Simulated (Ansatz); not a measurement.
**Run report: C, geometry relaxation**

- system: C (Fd-3m, 2 atoms in the cell)
- method: DFT PBE, scalar-relativistic, plane waves, PAW, PAW set soft_1, no spin polarisation (Ansatz 0.2.0)

The structure derives from an entry of the Crystallography Open Database. Figures and captions count atoms from 1; the log counts them from 0 in places.

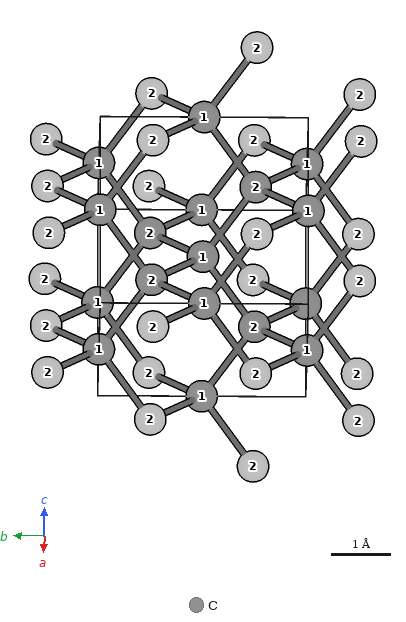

The input geometry (ball-and-stick view of the cell 4 times as large as that of the calculation, set on its symmetry axes, seen at an oblique angle; neighbours outside the cell are drawn fainter; atoms are numbered from 1 in the order of the input). An atom can appear more than once, as a periodic image.

**Results in brief**

| quantity | value |
| --- | --- |
| outcome | converged |
| space group (tolerance 0.01 Å) | Fd-3m (227) |
| electrons treated | 8 |
| free energy | −501.6147 eV |
| Fermi energy | 15.350 eV |
| gap on the k-point mesh | 4.15 eV |
| pressure | 0.03 GPa |
| final volume | 11.39 Å³ |
| largest force (length of the vector) at the end | under 0.001 eV/Å |
| final cell | a = 2.525 Å, b = 2.525 Å, c = 2.525 Å, α = 60.00°, β = 60.00°, γ = 60.00° |
| hardware | 2 threads of Arm Neoverse V2, 24 GiB of memory available, shared host |
| wall time | 1.3 s (CPU time 2.3 s) |
| peak memory | 0.24 GiB |

**Input file**
```yaml
crystal:
  lattice:
    - [0.0, 1.7834, 1.7834]
    - [1.7834, 0.0, 1.7834]
    - [1.7834, 1.7834, 0.0]
  atoms:
    - { symbol: C, position: [0.5, 0.5, 0.5] }
    - { symbol: C, position: [0.75, 0.75, 0.75] }
basis:
  ecutwfc: 420
kpoints:
  mp_grid: { grid: [12, 12, 12] }
hamiltonian:
  xc: pbe
  pseudopotentials: { kind: paw, azcp: { folder: soft_1 } }
scf:
  occupations: { method: gaussian, width: 0.02 }
output:
  forces: true
  stress: true
  eigenvalues: true
relax:
  adjacent_minimum: "off"
  f_tol: 0.005
  max_steps: 80
  cell: { stress_tol: 0.05 }
```

Command:
```bash
ansatz run input.yaml --threads 2 --pin off --max-ram 6144MiB --backend cpu --events-out ev --progress --plain --runs-dir out
```

**Output**
```
Engine: ansatz 0.2.0, aarch64-unknown-linux-gnu
Pseudopotentials: kind: paw
Pseudopotential: C, paw, valence charge 4, recommended cutoff 420 eV (normal), [file]
Functional definition: PBE
  parameter kappa = 0.804
  parameter beta = 0.06672455060314922
  exchange = pbe_x(kappa = kappa, mu = beta*pi^2/3)
  correlation = pbe_c(beta = beta)
Crystal: 2 atoms, lattice volume = 11.344 Å³
Basis set: ecut = 420 eV, 229 PW (Γ), exchange–correlation on 36×36×36 points (8 copies of the dense FFT grid, shifted against one another)
Bands: 8, of which v1, the nominal top of the filled ones, is band 4 counted from 1 (3 counted from 0)
Symmetry: 48 space group operations
Space group: Fd-3m (ITA 227), of the structure as read, at distance tolerance 2.2e-5 Å
k-points: 72 of 1728
Non-local potential: C, projectors of the file, l = 0: 2, l = 1: 2, l = 2: 1
PAW form: soft (Blöchl's): semilocal exchange-correlation on the pseudo side does not see the compensation charge
PAW one-centre angular grid: C, 110 points (default); XC on 64 Gauss nodes
Initial density: superposition of atomic densities (chi_scale 0.1, normalization cell)
Initial wavefunctions: pseudopotential atomic-orbital guess
Functional: x = pbe(κ = 0.804, μ = 0.2195149727645171), c = pbe(β = 0.06672455060314922)
SCF iter   1: F=—  HF=-502.168122 eV  |F-HF|=—  |Δ(HF+E_count)|=         —  Δρ=1.39e-1  dr2=1.54e0  ethr=3.10e-3  ⟨swp⟩=4.8  Hψ=3719  notcnv=0
preconditioner: auto → none  [insulator: Δε(μ)=4.800 eV  Ē_g=19.615 eV  σ=0.020 eV  W_gap=1.00  n_scr=0 (ndim 8)  ℏωp=31.2 eV  f_vac=0.000  D(μ)=0.00/eV (n_scr^D=0)  ε∞_Penn≈3.5]
SCF iter   2: F=—  HF=-501.688592 eV  |F-HF|=—  |Δ(HF+E_count)|=   4.80e-1  Δρ=6.03e-2  dr2=2.77e-1  ethr=3.10e-3  ⟨swp⟩=2.9  Hψ=1673  notcnv=0
SCF iter   3: F=—  HF=-501.613947 eV  |F-HF|=—  |Δ(HF+E_count)|=   7.46e-2  Δρ=3.95e-3  dr2=6.55e-4  ethr=3.10e-3  ⟨swp⟩=3.0  Hψ=1152  notcnv=0
SCF iter   4: F=—  HF=-501.614532 eV  |F-HF|=—  |Δ(HF+E_count)|=   5.85e-4  Δρ=3.06e-4  dr2=3.27e-6  ethr=8.19e-6  ⟨swp⟩=2.2  Hψ=1127  notcnv=0
SCF iter   5: F=—  HF=-501.614537 eV  |F-HF|=—  |Δ(HF+E_count)|=   4.95e-6  Δρ=2.73e-5  dr2=2.50e-8  ethr=4.08e-8  ⟨swp⟩=2.1  Hψ=811  notcnv=0
SCF iter   6: F=-501.614537 eV  HF=-501.614537 eV  |F-HF|=5.46e-12  |Δ(HF+E_count)|=   5.99e-8  Δρ=7.89e-7  dr2=4.61e-11  ethr=3.12e-10  ⟨swp⟩=2.0  Hψ=2002  notcnv=0
SCF 1 converged in 6 iterations: F = -501.614537 eV  dr2 = 4.61e-11
  greatest PAW one-centre occupation: 0.646 electrons in one spin orbital (limit 2), on the C atom at site 1 (counted from 0), in its partial waves of l = 0
relax step   1: F+E_penalty+E_count = -501.61453705 eV  Δ(F+E_penalty+E_count) = +0.000e0 eV  max|allowed force component| = 8.095e-18 eV/Å  Δτ_max = 0.0000 Å  P = +1.771 GPa  Ω = 11.344 Å³  (6 SCF iters, dr2 threshold 1.00e-7 eV, accepted)
Crystal: 2 atoms, lattice volume = 11.372 Å³
Initial density: handed on by an earlier stage of this run
Initial wavefunctions: those handed on with the density
iter 1 solved again at ethr=4.43e-7 eV; its pass at ethr=3.10e-3 eV (dr2=3.55e-5 eV) is discarded
SCF iter   1: F=—  HF=-501.614658 eV  |F-HF|=—  |Δ(HF+E_count)|=         —  Δρ=5.92e-4  dr2=3.46e-5  ethr=4.43e-7  ⟨swp⟩=1.0  Hψ=3969  notcnv=0
preconditioner: auto → none  [insulator: Δε(μ)=4.152 eV  Ē_g=19.588 eV  σ=0.020 eV  W_gap=1.00  n_scr=0 (ndim 8)  ℏωp=31.1 eV  f_vac=0.000  D(μ)=0.00/eV (n_scr^D=0)  ε∞_Penn≈3.5]
SCF iter   2: F=—  HF=-501.614648 eV  |F-HF|=—  |Δ(HF+E_count)|=   9.44e-6  Δρ=2.45e-4  dr2=6.11e-6  ethr=4.33e-7  ⟨swp⟩=1.0  Hψ=576  notcnv=0
iter 3 did not close the SCF: its close was put off for the readings that it lacked (scf_convergence_deferred on its scf_iter line)
SCF iter   3: F=-501.614647 eV  HF=-501.614647 eV  |F-HF|=2.43e-8  |Δ(HF+E_count)|=   1.57e-6  Δρ=2.08e-5  dr2=2.78e-8  ethr=7.64e-8  ⟨swp⟩=2.0  Hψ=864  notcnv=0
iter 4 did not close the SCF: its close was put off for the readings that it lacked (scf_convergence_deferred on its scf_iter line)
SCF iter   4: F=-501.614647 eV  HF=-501.614647 eV  |F-HF|=5.69e-10  |Δ(HF+E_count)|=   2.72e-8  Δρ=3.65e-6  dr2=1.24e-9  ethr=3.48e-10  ⟨swp⟩=2.4  Hψ=842  notcnv=0
iter 5 did not close the SCF: its close was put off for the readings that it lacked (scf_convergence_deferred on its scf_iter line)
SCF iter   5: F=-501.614647 eV  HF=-501.614647 eV  |F-HF|=1.93e-12  |Δ(HF+E_count)|=  4.22e-10  Δρ=2.69e-7  dr2=5.62e-12  ethr=1.55e-11  ⟨swp⟩=2.1  Hψ=865  notcnv=0
SCF iter   6: F=-501.614647 eV  HF=-501.614647 eV  |F-HF|=0.00e0  |Δ(HF+E_count)|=  9.66e-13  Δρ=1.58e-8  dr2=1.84e-14  ethr=1.00e-12  ⟨swp⟩=1.0  Hψ=1440  notcnv=0
SCF 2 converged in 6 iterations: F = -501.614647 eV  dr2 = 1.84e-14
relax step   2: F+E_penalty+E_count = -501.61464688 eV  Δ(F+E_penalty+E_count) = -1.098e-4 eV  max|allowed force component| = 8.327e-17 eV/Å  Δτ_max = 0.0000 Å  P = +0.692 GPa  Ω = 11.372 Å³  energy of the carried Pulay correction = -1.022e-4 eV  (6 SCF iters, dr2 threshold 2.00e-7 eV, accepted)
Crystal: 2 atoms, lattice volume = 11.390 Å³
iter 1 solved again at ethr=1.83e-7 eV; its pass at ethr=3.10e-3 eV (dr2=1.46e-5 eV) is discarded
SCF iter   1: F=—  HF=-501.614624 eV  |F-HF|=—  |Δ(HF+E_count)|=         —  Δρ=3.80e-4  dr2=1.43e-5  ethr=1.83e-7  ⟨swp⟩=1.0  Hψ=3974  notcnv=0
preconditioner: auto → none  [insulator: Δε(μ)=4.149 eV  Ē_g=19.565 eV  σ=0.020 eV  W_gap=1.00  n_scr=0 (ndim 8)  ℏωp=31.1 eV  f_vac=0.000  D(μ)=0.00/eV (n_scr^D=0)  ε∞_Penn≈3.5]
SCF iter   2: F=—  HF=-501.614620 eV  |F-HF|=—  |Δ(HF+E_count)|=   3.96e-6  Δρ=1.57e-4  dr2=2.52e-6  ethr=1.78e-7  ⟨swp⟩=1.0  Hψ=578  notcnv=0
iter 3 did not close the SCF: its close was put off for the readings that it lacked (scf_convergence_deferred on its scf_iter line)
SCF iter   3: F=-501.614620 eV  HF=-501.614620 eV  |F-HF|=1.01e-8  |Δ(HF+E_count)|=   6.45e-7  Δρ=1.33e-5  dr2=1.14e-8  ethr=3.15e-8  ⟨swp⟩=2.0  Hψ=864  notcnv=0
iter 4 did not close the SCF: its close was put off for the readings that it lacked (scf_convergence_deferred on its scf_iter line)
SCF iter   4: F=-501.614620 eV  HF=-501.614620 eV  |F-HF|=2.28e-10  |Δ(HF+E_count)|=   1.12e-8  Δρ=2.31e-6  dr2=4.98e-10  ethr=1.42e-10  ⟨swp⟩=2.4  Hψ=844  notcnv=0
iter 5 did not close the SCF: its close was put off for the readings that it lacked (scf_convergence_deferred on its scf_iter line)
SCF iter   5: F=-501.614620 eV  HF=-501.614620 eV  |F-HF|=8.53e-13  |Δ(HF+E_count)|=  1.69e-10  Δρ=1.70e-7  dr2=2.23e-12  ethr=6.22e-12  ⟨swp⟩=2.1  Hψ=865  notcnv=0
SCF iter   6: F=-501.614620 eV  HF=-501.614620 eV  |F-HF|=1.71e-13  |Δ(HF+E_count)|=  4.55e-13  Δρ=9.76e-9  dr2=6.97e-15  ethr=1.00e-12  ⟨swp⟩=1.0  Hψ=1440  notcnv=0
SCF 3 converged in 6 iterations: F = -501.614620 eV  dr2 = 6.97e-15
relax step   3: F+E_penalty+E_count = -501.61461974 eV  Δ(F+E_penalty+E_count) = +2.714e-5 eV  max|allowed force component| = 3.701e-17 eV/Å  Δτ_max = 0.0000 Å  P = +0.003 GPa  Ω = 11.390 Å³  energy of the carried Pulay correction = -1.679e-4 eV  (6 SCF iters, dr2 threshold 2.00e-7 eV, accepted)
Initial wavefunctions: pseudopotential atomic-orbital guess (no wavefunctions were taken with the density)
iter 1 solved again at ethr=2.20e-8 eV; its pass at ethr=3.10e-3 eV (dr2=1.76e-6 eV) is discarded
SCF iter   1: F=—  HF=-501.614736 eV  |F-HF|=—  |Δ(HF+E_count)|=         —  Δρ=1.53e-5  dr2=3.31e-9  ethr=2.20e-8  ⟨swp⟩=3.3  Hψ=5484  notcnv=0
preconditioner: auto → none  [insulator: Δε(μ)=4.151 eV  Ē_g=19.565 eV  σ=0.020 eV  W_gap=1.00  n_scr=0 (ndim 8)  ℏωp=31.1 eV  f_vac=0.000  D(μ)=0.00/eV (n_scr^D=0)  ε∞_Penn≈3.5]
SCF iter   2: F=—  HF=-501.614735 eV  |F-HF|=—  |Δ(HF+E_count)|=   1.05e-6  Δρ=7.76e-6  dr2=7.96e-10  ethr=4.14e-11  ⟨swp⟩=2.2  Hψ=855  notcnv=0
iter 3 did not close the SCF: its close was put off for the readings that it lacked (scf_convergence_deferred on its scf_iter line)
SCF iter   3: F=-501.614735 eV  HF=-501.614735 eV  |F-HF|=5.17e-12  |Δ(HF+E_count)|=   3.07e-9  Δρ=3.04e-7  dr2=1.70e-12  ethr=9.95e-12  ⟨swp⟩=2.0  Hψ=863  notcnv=0
iter 4 did not close the SCF: its close was put off for the readings that it lacked (scf_convergence_deferred on its scf_iter line)
SCF iter   4: F=-501.614735 eV  HF=-501.614735 eV  |F-HF|=2.27e-13  |Δ(HF+E_count)|=  5.12e-12  Δρ=1.86e-8  dr2=8.52e-15  ethr=1.00e-12  ⟨swp⟩=1.0  Hψ=576  notcnv=0
iter 5 did not close the SCF: its close was put off for the readings that it lacked (scf_convergence_deferred on its scf_iter line)
SCF iter   5: F=-501.614735 eV  HF=-501.614735 eV  |F-HF|=1.14e-13  |Δ(HF+E_count)|=  1.71e-13  Δρ=1.40e-9  dr2=1.28e-16  ethr=1.00e-12  ⟨swp⟩=1.0  Hψ=576  notcnv=0
iter 6 did not close the SCF: its close was put off for the readings that it lacked (scf_convergence_deferred on its scf_iter line)
SCF iter   6: F=-501.614735 eV  HF=-501.614735 eV  |F-HF|=1.14e-13  |Δ(HF+E_count)|=  1.71e-13  Δρ=2.14e-10  dr2=1.44e-18  ethr=1.00e-12  ⟨swp⟩=1.0  Hψ=576  notcnv=0
SCF iter   7: F=-501.614735 eV  HF=-501.614735 eV  |F-HF|=5.68e-14  |Δ(HF+E_count)|=  5.68e-14  Δρ=6.10e-11  dr2=3.53e-19  ethr=1.00e-12  ⟨swp⟩=1.3  Hψ=1469  notcnv=0
SCF 4 converged in 7 iterations: F = -501.614735 eV  dr2 = 3.53e-19
relax step   4: F+E_penalty+E_count = -501.61473480 eV  Δ(F+E_penalty+E_count) = -1.151e-4 eV  max|allowed force component| = 5.609e-17 eV/Å  Δτ_max = 0.0000 Å  P = +0.029 GPa  Ω = 11.390 Å³  stress off target by 2.92e-2 GPa  SCF on the basis re-selected at this cell (its energy is not comparable with the rows above)  (7 SCF iters)
```

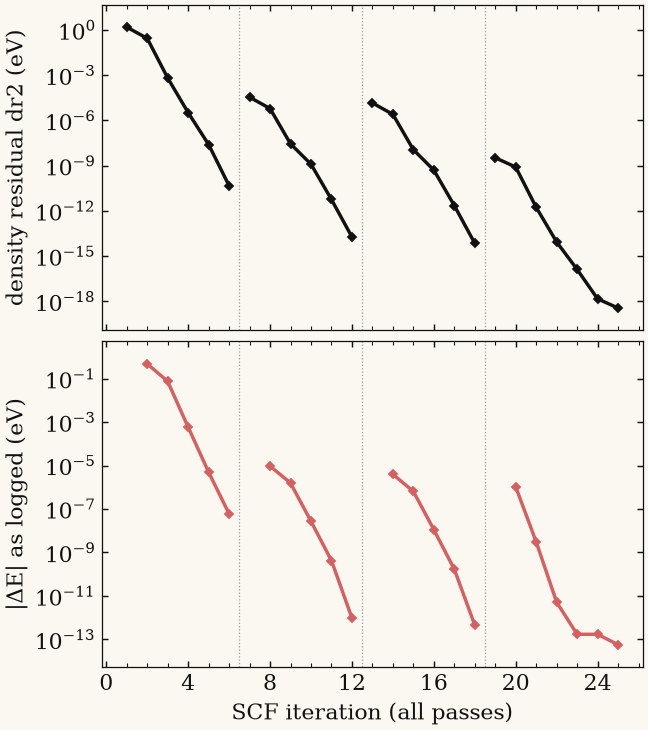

Convergence of the self-consistent field: density residual dr2 and size of the energy change against the SCF iteration. The dotted lines part the SCF passes of the relaxation: geometry steps, rejected trials and re-solves on a re-selected basis. The passes take 6, 6, 6 and 7 iterations.

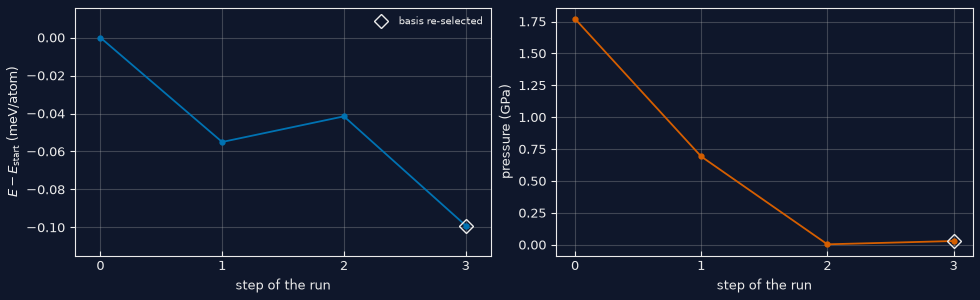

Progress of the relaxation, step by step (the first geometry is step 0 here and step 1 in the log). No atom moves by more than 0.005 Å relative to the cell. Cell: a = b = c 3.567 → 3.572 Å (+0.1 %). Volume +0.4 %. The space group stays Fd-3m (No. 227). The energy falls by next to nothing (0.0 meV per atom) in 2 geometry steps. All forces vanish by symmetry, so only the cell relaxes. The pressure goes from 1.77 to 0.03 GPa. A last SCF at the same geometry on a re-selected plane-wave basis shifts the energy by −0.1 meV per atom.

```
basis re-selected at this cell: Δ(F+E_penalty+E_count) = -1.151e-4 eV, ΔP = +0.026 GPa vs the last step (what re-selecting the basis moved, of the pressure what is left beyond the Pulay correction that the steps carried, after the strain that the cell walked since its last selection, with what the two solves' SCF thresholds leave and, on support functions, any second-order correction that the steps lacked; it is no measure of the basis error at this ecutwfc). This SCF's stress stands 2.92e-2 GPa from its target on what of the cell is left free (relax.cell.stress_tol is 5.00e-2 GPa) and its largest allowed force component is 5.61e-17 eV/Å (relax.f_tol is 5.00e-3 eV/Å): within both
SCF converged after 7 iterations
Free energy (F): -501.614735 eV
Harris-Foulkes:  -501.614735 eV  (|F-HF|=5.68e-14)
Internal energy: -501.614735 eV  (E = F + TS)
E sigma→0 (E₀):  -501.614735 eV
Fermi energy:    15.349740 eV
--- Per-component energies (eV) ---
  E_band       = 34.549392
  E_kinetic    = 179.502009
  E_local      = -110.698348  (includes V_loc(G=0)·N_el)
  E_nonlocal   = 45.794458
  E_hartree    = 26.520609
  E_xc         = -95.356047
  E_vxc        = -117.762749  (∫ρ·V_xc dr)
  E_paw        = -199.884577  (= ΣΔE_a)
  E_vpaw       = -15.327239  (= ΣTr[D̂ρ^β])
  E_aug_tail   = 0.000043  (compensation charges beyond the density's cutoff)
  E_ewald      = -347.492883
  E_smearing   = -0.000000  (= −TS)
  E_closure    = 0.000000  (closes the sum)
  Σ components = -501.614735   (vs F -501.614735, Δ=0.00e0)
--- Forces (eV/Å), atoms counted from 1 ---
  atom   1  C     -0.00000000     0.00000000    -0.00000000
  atom   2  C     -0.00000000    -0.00000000     0.00000000
  max |Σ_I F_I| component: 1.30e-16 eV/Å
--- Stress (GPa, compression-positive) ---
        0.029214      -0.000000      -0.000000
       -0.000000       0.029214      -0.000000
       -0.000000      -0.000000       0.029214
  P = ⅓ Tr σ = 0.0292 GPa (0.292 kbar)
--- Band table (eV; the first three rows and the last of 72) ---
  k-point 0: bands = ["-8.1591", "13.2742", "13.2742", "13.2742", "18.8552", "18.8552", "18.8552", "26.4327"]
  k-point 1: bands = ["-7.9673", "12.0515", "12.9523", "12.9523", "19.2754", "19.2754", "19.5631", "26.6028"]
  k-point 2: bands = ["-7.3941", "9.5279", "12.2530", "12.2530", "20.1894", "20.1894", "20.6355", "27.0944"]
  k-point 71: bands = ["1.3166", "1.3166", "4.9803", "4.9803", "23.8762", "23.8762", "25.5126", "25.5126"]
--- Relaxed structure (3 steps of the walk, 3 accepted, 1 SCFs on fresh bases) ---
  F+E_penalty+E_count = -501.61473480 eV   max|allowed force component| = 5.609e-17 eV/Å   (the final SCF, on the basis selected at the relaxed cell)
  cell:  # Å, volume = 11.3896 Å³
    - [-1.3797063285362548e-34, 1.7857742927486528, 1.7857742927486528]
    - [1.7857742927486528, -1.18862987730267e-34, 1.7857742927486528]
    - [1.7857742927486528, 1.7857742927486528, -4.092220663919272e-34]
  atoms:
    - { symbol: C, position: [0.5, 0.5, 0.5] }
    - { symbol: C, position: [0.75, 0.75, 0.75] }
```

**Trajectory as extended XYZ (Å, eV, eV/Å), 4 frames, from step=1 to step=4**
```
2
Lattice="0.0000 1.7834 1.7834 1.7834 0.0000 1.7834 1.7834 1.7834 0.0000" Properties=species:S:1:pos:R:3:forces:R:3 step=1 energy=-501.61454 pressure_GPa=1.77
C     1.7834    1.7834    1.7834    0.0000   0.0000   0.0000
C     2.6751    2.6751    2.6751    0.0000   0.0000   0.0000
2
Lattice="0.0000 1.7848 1.7848 1.7848 0.0000 1.7848 1.7848 1.7848 0.0000" Properties=species:S:1:pos:R:3:forces:R:3 step=2 energy=-501.61465 pressure_GPa=0.69
C     1.7848    1.7848    1.7848    0.0000   0.0000   0.0000
C     2.6773    2.6773    2.6773    0.0000   0.0000   0.0000
2
Lattice="0.0000 1.7858 1.7858 1.7858 0.0000 1.7858 1.7858 1.7858 0.0000" Properties=species:S:1:pos:R:3:forces:R:3 step=3 energy=-501.61462 pressure_GPa=0.00
C     1.7858    1.7858    1.7858    0.0000   0.0000   0.0000
C     2.6787    2.6787    2.6787    0.0000   0.0000   0.0000
2
Lattice="0.0000 1.7858 1.7858 1.7858 0.0000 1.7858 1.7858 1.7858 0.0000" Properties=species:S:1:pos:R:3:forces:R:3 step=4 energy=-501.61473 pressure_GPa=0.03
C     1.7858    1.7858    1.7858    0.0000   0.0000   0.0000
C     2.6787    2.6787    2.6787    0.0000   0.0000   0.0000
```

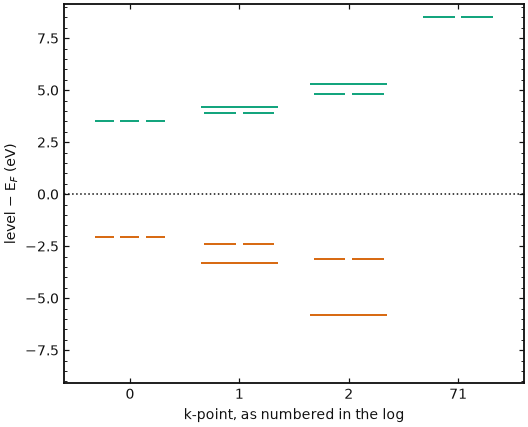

Kohn–Sham levels near the Fermi level (dotted) at the few k-points that the log prints; levels within 0.02 eV of each other stand side by side. Among these points the highest filled and lowest empty levels are 5.58 eV apart; the gap on the full mesh, 4.15 eV, has an edge at a point that isn't printed.
